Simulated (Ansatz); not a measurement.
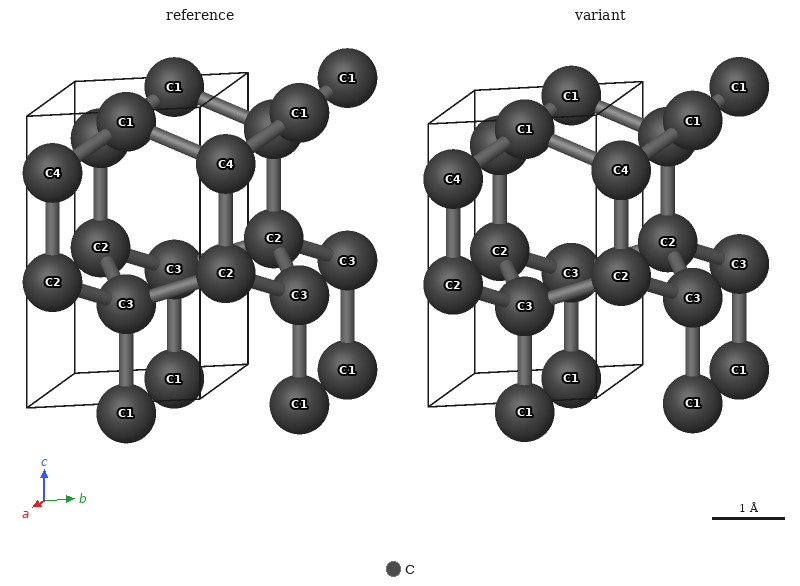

Left: a crystal of C (built on the lonsdaleite (2H) type) at its r2SCAN-relaxed geometry. Right: the same structure after one change, at the same scale. A ball-and-stick model of the cell of the calculation, repeated 2 × 2 × 1 with one cell outlined, seen slightly off an axis.

Method: Ansatz, DFT, HSE06, plane waves, PAW. Set-up: plane-wave cutoff 420 eV; k-point mesh 9 × 9 × 4; occupations fixed; no spin polarisation.

**What was changed?**

All lengths are scaled by −3.0 % (volume −8.7 %). The atoms were relaxed with r2SCAN under that strain, and this is a single point on that geometry.

**How do the computed properties respond?**

Some distances before and after: C–C 1.561 → 1.512 Å, C–C 1.537 → 1.492 Å. The space group stays P6_3/mmc (No. 194). The energy rises by 51.9 meV per atom. Pressure: −5.7 GPa before, 42.7 GPa after. The largest forces, 0.015 eV/Å, act on C1, C2, C3 and C4. The band gap: 4.38 eV before, 3.98 eV after.
